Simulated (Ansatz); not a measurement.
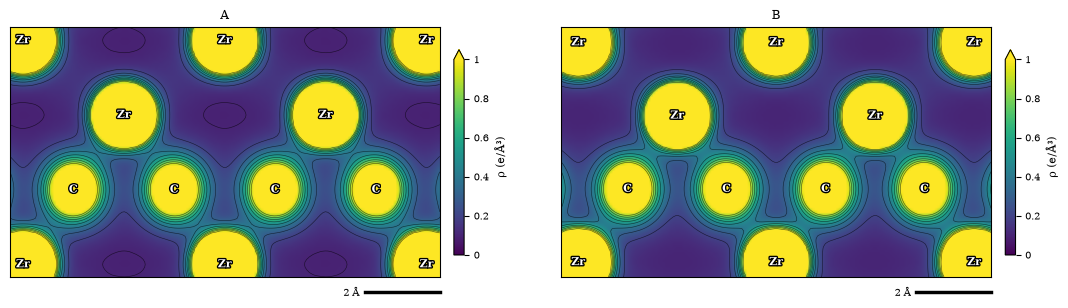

ZrC. The valence electron density of two cells that differ in size, on the (110) plane of each (indices in the axes of the calculation cell), at one length scale and on one colour scale: A has 14.0 Å³ an atom and B 13.2.

Computed with Ansatz 0.2.0, Kohn-Sham DFT of a periodic cell, PBEsol, Ansatz PAW.

The density is the valence pseudo-density of a PAW calculation; it isn't the true density close to the nuclei.

**What changes from the larger cell to the smaller?**

From the larger cell to the smaller, Zr–C goes from 2.41 to 2.36 Å, and the density at its midpoint from 0.4 to 0.43 e/Å³; the pressure goes from −18 to −8 GPa.
